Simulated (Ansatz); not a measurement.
A series of calculations on H₁₄CO₇

## 1. Relaxation

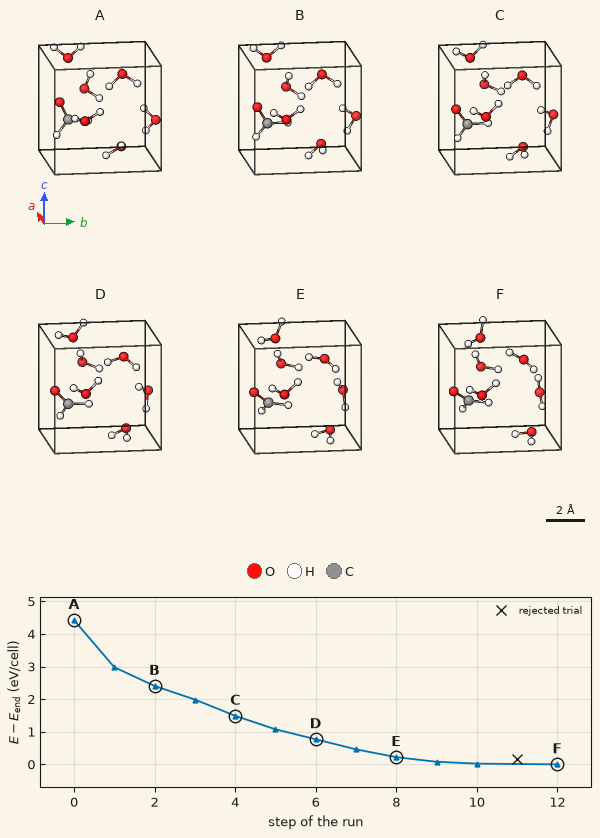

Frames of a relaxation of an amorphous cell of composition H14CO7, marked on the history of the run. Style: ball-and-stick. Shown: the cell of the calculation, from a free direction.

The cell holds 6 H2O + 1 H2CO. The run prepares the start of a later molecular dynamics calculation, from a guessed geometry.

Method: DFT PBE-D3(BJ), scalar-relativistic, plane waves, PAW in Ansatz.

The input:
```yaml
accuracy: low
crystal:
  lattice:
    - [5.777, 0.0, 0.0]
    - [0.0, 5.777, 0.0]
    - [0.0, 0.0, 5.777]
  atoms:
    - { symbol: O, position: [0.1501775, 0.970314, 0.4528718] }
    - { symbol: H, position: [0.0452938, 0.8613818, 0.3804656] }
    - { symbol: H, position: [0.2531974, 0.8735821, 0.5430901] }
    - { symbol: O, position: [0.424041, 0.6885704, 0.1454882] }
    - { symbol: H, position: [0.5864771, 0.7154335, 0.1138276] }
    - { symbol: H, position: [0.3923557, 0.5409965, 0.0724987] }
    - { symbol: O, position: [1.0144037, 0.4373238, 0.2564893] }
    - { symbol: H, position: [0.9839605, 0.5753936, 0.3465971] }
    - { symbol: H, position: [0.9006052, 0.3271321, 0.3114181] }
    - { symbol: O, position: [0.8096313, 0.2469105, 0.914428] }
    - { symbol: H, position: [0.7655261, 0.3599341, 1.0301425] }
    - { symbol: H, position: [0.8869999, 0.1269308, 1.0023397] }
    - { symbol: O, position: [0.4033307, 0.3383677, 0.7140841] }
    - { symbol: H, position: [0.5040713, 0.4100511, 0.8273197] }
    - { symbol: H, position: [0.3315862, 0.4680794, 0.6357446] }
    - { symbol: O, position: [0.7174079, 0.743211, 0.7662274] }
    - { symbol: H, position: [0.6930133, 0.8818856, 0.6752124] }
    - { symbol: H, position: [0.7084133, 0.6189531, 0.6540287] }
    - { symbol: O, position: [0.681088, 0.1492936, 0.5261736] }
    - { symbol: C, position: [0.5251018, 0.206392, 0.3957341] }
    - { symbol: H, position: [0.448255, 0.084977, 0.2698068] }
    - { symbol: H, position: [0.4517175, 0.382799, 0.3960345] }
basis:
  ecutwfc: 420.0
kpoints:
  mp_grid: { grid: [1, 1, 1] }
hamiltonian:
  xc: pbe
  dispersion: d3bj
scf:
  occupations: { method: fermi_dirac, width: 0.05 }
  lower_state_search: "off"
relax:
  f_tol: 0.3
  max_steps: 15
  adjacent_minimum: "off"
output:
  write_density: true
  write_potential: true
  elf: true
  volumetric_format: npy
```

Run as
```bash
ansatz run input.yaml --threads 1 --pin off --max-ram 3072MiB --backend cpu --events-out ev --progress --plain --runs-dir out
```

**What happens along the run?**

The atom that moves furthest is H12 (1.36 Å along [1 2 −3]). By element the largest moves are H 1.36 Å, O 1.05 Å, C 0.17 Å. The cell stays as it was. Near-neighbour distances that change, for instance: O10–H11 0.969 → 0.998 Å, O16–H17 0.969 → 0.985 Å, O13–H14 0.969 → 0.983 Å, C20–H22 1.104 → 1.115 Å. Bond angles that change, for instance: H8–O7–H9 104.0° → 107.3°, H14–O13–H15 104.0° → 100.8°. The energy falls by 4.427 eV per cell of the calculation in 11 accepted moves (12 points after the start). The largest force component goes from 2.5 to 0.23 eV/Å. The line search rejected the trial step at point 11 of the run. The run took 31 s on 1 thread of Intel(R) Xeon(R) Processor @ 2.70GHz, on a shared host, peak memory 0.36 GiB. From step 0 to 2: O13 moves most (0.36 Å), energy −2.020 eV per cell of the calculation. From step 2 to 4: H8 moves most (0.35 Å), energy −0.916 eV per cell of the calculation. From step 4 to 6: H5 moves most (0.36 Å), energy −0.720 eV per cell of the calculation. From step 6 to 8: H12 moves most (0.34 Å), energy −0.549 eV per cell of the calculation. From step 8 to 12: H12 moves most (0.41 Å), energy −0.221 eV per cell of the calculation.

Limits of the set-up: the program's low-accuracy preset was used; the periodic images lie only 5.8 Å apart, so the values are limited by the cell's size.

## 2. Dynamics

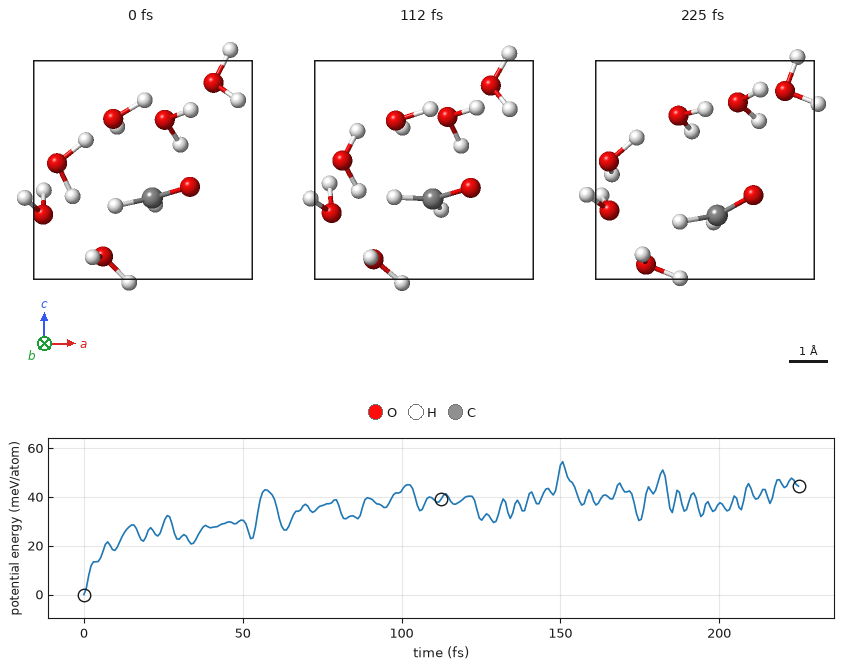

First-principles dynamics of a periodic cell with 6 H2O + 1 H2CO at 1.19 g/cm³, 225 fs long. Frames and the history of the run. A ball-and-stick model of the simulation cell, seen along the b axis.

Level of theory: DFT PBE-D3(BJ), scalar-relativistic, plane waves, PAW in Ansatz. Set-up: plane-wave cutoff 420 eV; k-point mesh 1 × 1 × 1; Fermi-Dirac smearing 0.05 eV; low-accuracy preset; Langevin thermostat (NVT); set temperature 350 K; time step 0.75 fs; friction 0.02 per fs.

Question: What do the frames and curves show?

Answer: Over the second half the temperature averages 354 K (spread ±50 K). The potential energy in the second half lies on average 39.6 meV per atom above the first frame. Root-mean-square distances from the starting positions over the second half, with the common drift of all atoms taken out: H 0.42 Å, O 0.32 Å, C 0.31 Å. The heavy atoms stay within a fraction of a molecule's size of their starting places; so short a run doesn't tell a liquid from a solid.

Limits of the set-up: the program's low-accuracy preset was used; the periodic images lie only 5.8 Å apart, so the values are limited by the cell's size.

The run took 5.7 min on 1 thread of Intel(R) Xeon(R) Processor @ 2.70GHz, with other jobs on the host, peak memory 0.35 GiB.

## 3. Dynamics

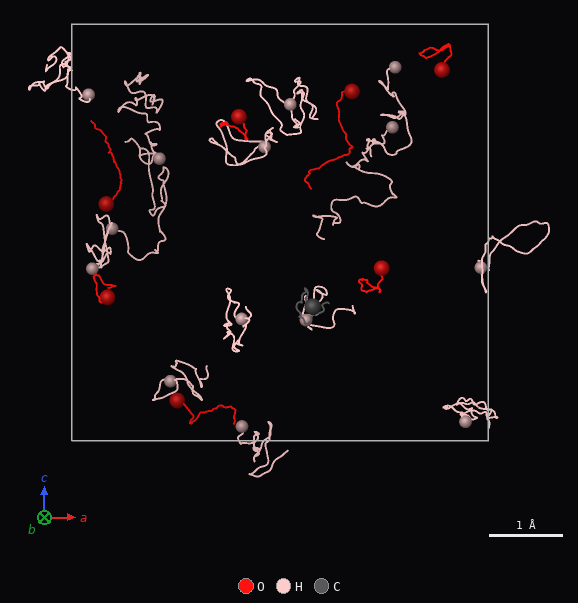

A Born-Oppenheimer molecular dynamics run of a periodic cell with 6 H2O + 1 H2CO at 1.19 g/cm³, 200 fs long. It starts from the last geometry of an earlier run, with fresh velocities. Lines trace each atom's path, in the colour of its element; spheres stand at the starting positions. Seen along the b axis in the simulation cell.

Computed with DFT PBE-D3(BJ), scalar-relativistic, plane waves, PAW (Ansatz). Run with plane-wave cutoff 420 eV; k-point mesh 1 × 1 × 1; Fermi-Dirac smearing 0.05 eV; low-accuracy preset; constant energy (NVE); velocities drawn for 350 K; time step 0.5 fs.

Input file:
```yaml
accuracy: low
crystal:
  lattice:
    - [5.777, 0.0, 0.0]
    - [0.0, 5.777, 0.0]
    - [0.0, 0.0, 5.777]
  atoms:
    - { symbol: O, position: [0.08281779, 0.80436896, 0.56806401] }
    - { symbol: H, position: [0.09686818, 0.96241852, 0.50883992] }
    - { symbol: H, position: [0.21023483, 0.77859257, 0.67701504] }
    - { symbol: O, position: [0.25308886, 0.80486923, 0.09624018] }
    - { symbol: H, position: [0.40844353, 0.79531531, 0.03399413] }
    - { symbol: H, position: [0.23686679, 0.64787322, 0.1427083] }
    - { symbol: O, position: [1.08539819, 0.41869394, 0.34380497] }
    - { symbol: H, position: [1.04929705, 0.5739454, 0.41278512] }
    - { symbol: H, position: [0.98202452, 0.30740698, 0.41558732] }
    - { symbol: O, position: [0.88870932, 0.28795599, 0.89004696] }
    - { symbol: H, position: [0.94516412, 0.31900825, 1.04530773] }
    - { symbol: H, position: [1.04024161, 0.26620432, 0.83040578] }
    - { symbol: O, position: [0.401154, 0.27322742, 0.77735005] }
    - { symbol: H, position: [0.5245338, 0.17037319, 0.80731902] }
    - { symbol: H, position: [0.46270288, 0.41417399, 0.70531497] }
    - { symbol: O, position: [0.67251783, 0.7361704, 0.83828742] }
    - { symbol: H, position: [0.76962379, 0.83520979, 0.75231747] }
    - { symbol: H, position: [0.77618742, 0.61336237, 0.89649732] }
    - { symbol: O, position: [0.74391117, 0.06990831, 0.41383512] }
    - { symbol: C, position: [0.57830556, 0.15507287, 0.32162929] }
    - { symbol: H, position: [0.40778945, 0.0574944, 0.292208] }
    - { symbol: H, position: [0.56210039, 0.33944183, 0.28934728] }
basis:
  ecutwfc: 420.0
kpoints:
  mp_grid: { grid: [1, 1, 1] }
hamiltonian:
  xc: pbe
  dispersion: d3bj
scf:
  occupations: { method: fermi_dirac, width: 0.05 }
  lower_state_search: "off"
md:
  timestep: 0.5
  n_steps: 400
  ensemble: nve
  temperature: 350.0
  initial_velocities: maxwell_boltzmann
  seed: 602292
```

Run as
```bash
ansatz run input.yaml --threads 1 --pin off --max-ram 3072MiB --backend cpu --events-out ev --progress --plain --runs-dir out
```

**Describe the motion.**

In the second half of the run the atoms are, in the root-mean-square, this far from where they began (common drift taken out): H 0.84 Å, O 0.75 Å, C 0.25 Å. The heavy atoms stay within a fraction of a molecule's size of their starting places; so short a run doesn't tell a liquid from a solid. The total energy stays between −0.094 and 0.16 meV per atom of its start. A straight-line fit has a slope that amounts to +0.0096 meV per atom over 200 fs (under 0.1 % of the mean kinetic energy), and the ripple about it is 1.1 % of the kinetic energy's fluctuation. With a drift under 2 % and a ripple under 7 %, the integration is accurate.

Limits of the set-up: the program's low-accuracy preset was used; the periodic images lie only 5.8 Å apart, so the values are limited by the cell's size.

The run took 6.5 min on 1 thread of Intel(R) Xeon(R) Processor @ 2.70GHz, with other jobs on the host, peak memory 0.34 GiB.
